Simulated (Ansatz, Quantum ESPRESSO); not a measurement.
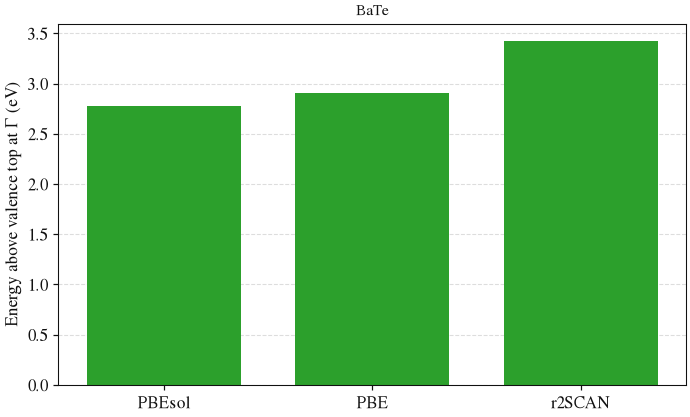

Lowest conduction level at Γ, counted from the valence-band top at Γ, by several methods on one cell of rocksalt BaTe, space group Fm-3m (No. 225), 2 atoms in the primitive cell; cubic a = 6.681 Å. All runs are without spin-orbit coupling and carry no moments. The cell is at 7 GPa in PBE. The smallest gap lies off these points.

How do the methods rank at Γ?

Answer. From low to high: PBEsol 2.78, PBE 2.91, r2SCAN 3.42 eV.

```
method           program  Γ (eV)
PBEsol  Quantum ESPRESSO    2.78
   PBE       Ansatz LAPW    2.91
r2SCAN  Quantum ESPRESSO    3.42
```

Settings. PBEsol: GBRV 1.5 PBEsol, 7×7×7 k mesh, 612 eV cutoff, Fermi-Dirac smearing of 0.05 eV (Quantum ESPRESSO 7.5). PBE: all-electron LAPW, 7×7×7 k mesh, Fermi-Dirac smearing of 0.05 eV (Ansatz). r2SCAN: SG15 PBE 1.2, 4×4×4 k mesh, 952 eV cutoff, Fermi-Dirac smearing of 0.05 eV (Quantum ESPRESSO).

These are three of the 4 methods that were run on this cell. Runs that lie over 0.07 eV from the median of the programs for their method weren't drawn. The runs come from different programs and meshes, which adds differences of its own. Spin-orbit coupling is left out, which matters for Ba and Te. LDA, GGA and most meta-GGA functionals understate gaps. r2SCAN: the potentials were made for another functional. Over all k points computed the smallest gap is 1.17 eV in PBEsol, 1.32 eV in PBE and 1.72 eV in r2SCAN, and a mesh with an odd division can miss a smaller one.
